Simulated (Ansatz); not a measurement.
Ti4C3

Input file:

```
crystal:
  lattice:
    - [1.547310313, 0.8933400257, 9.778335962]
    - [-1.547310313, 0.8933400257, 9.778335962]
    - [0.0, -1.7866800515, 9.778335962]
  atoms:
    - { symbol: Ti, position: [0.1222020319, 0.1222020319, 0.1222020319] }
    - { symbol: Ti, position: [0.626051182, 0.626051182, 0.626051182] }
    - { symbol: Ti, position: [0.8777979681, 0.8777979681, 0.8777979681] }
    - { symbol: Ti, position: [0.373948818, 0.373948818, 0.373948818] }
    - { symbol: C, position: [0.753229028, 0.753229028, 0.753229028] }
    - { symbol: C, position: [0.0, 0.0, 0.0] }
    - { symbol: C, position: [0.246770972, 0.246770972, 0.246770972] }
basis:
  ecutwfc: 420
kpoints:
  mp_grid: { grid: [12, 12, 12] }
hamiltonian:
  xc: pbe
scf:
  occupations: { method: gaussian, width: 0.1 }
output:
  forces: true
  stress: true
  eigenvalues: true
  write_density: true
  write_potential: true
  elf: true
  volumetric_format: npy
relax:
  adjacent_minimum: "off"
  f_tol: 0.001
  max_steps: 60
  cell: { stress_tol: 0.01 }
```

Launched as:

```sh
ansatz run input.yaml --threads 3 --pin off --max-ram 7680MiB --backend cpu --events-out ev --progress --plain --runs-dir out
```

Below, planes, directions and counts refer to the conventional cell (a = 3.09 Å, b = 3.09 Å, c = 29.33 Å, α = 90.00°, β = 90.00°, γ = 120.00°).

Space group R-3m; a generated structure, not necessarily the stable one; computed without spin polarisation.

Theory: Ansatz, DFT PBE, scalar-relativistic, plane waves, PAW.

The density is the valence pseudo-density of a PAW calculation; it isn't the true density close to the nuclei.

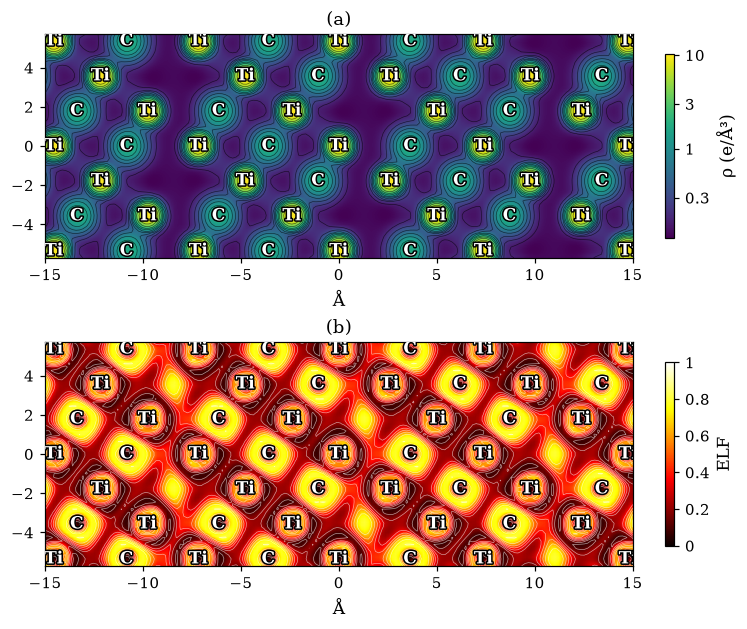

Figure 1. (a) valence electron density; (b) ELF on the (110) plane of the conventional cell.

What do the fields say about this system?

- The plane passes through Ti and C nuclei.
- Ti–C (2.07 Å): ρ at the midpoint is about 0.62 e/Å³; the ELF peaks at about 0.80 in the valence shell of C, 0.7 Å from its nucleus, and is about 0.30 at the midpoint.
- Ti–C (2.15 Å): ρ is about 0.52 e/Å³ halfway; the ELF peaks at about 0.80 in the valence shell of C, 0.7 Å from its nucleus, and is about 0.25 at the midpoint.
- Ti–C (2.24 Å): ρ is about 0.43 e/Å³ halfway; the ELF peaks at about 0.80 in the valence shell of C, 0.7 Å from its nucleus, and is about 0.25 at the midpoint.
- Between the atoms the lowest density in this plane is 0.11 e/Å³.
- The ELF has a maximum of about 0.80 in the space between the atoms, 2.2 Å from six Ti atoms, on no atom or two-centre bond.
- The features right at Ti lie inside the PAW spheres, where the map follows smoothed inner orbitals and isn't to be read closely.

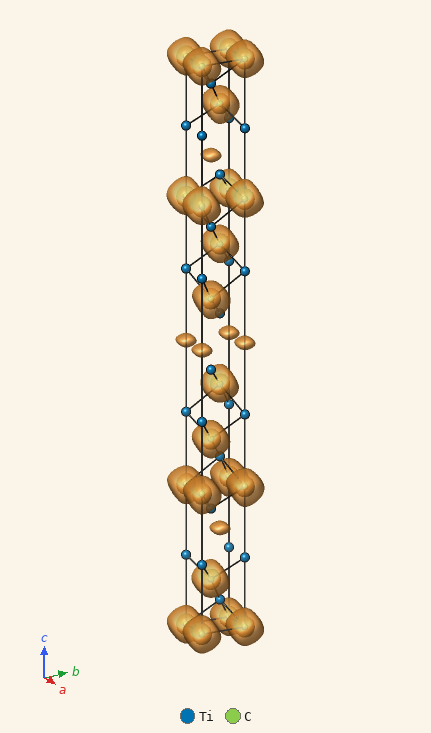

Figure 2. Isosurface of the ELF at 0.7 (orange), seen slightly off an axis. Only the valence region is drawn (cores and ρ < 0.01 e/Å³ removed). Sticks mark near contacts.

Where are the electrons localised?

The surface consists of nine regions wrapped around C (the valence shell of each) and three pockets between the atoms, centred on no nucleus (multi-centre or interstitial), counted in one cell of 21 atoms. Regions shared between cells count once.

Does the calculation give a band gap?

It is gapless in this calculation (a metal or semimetal).
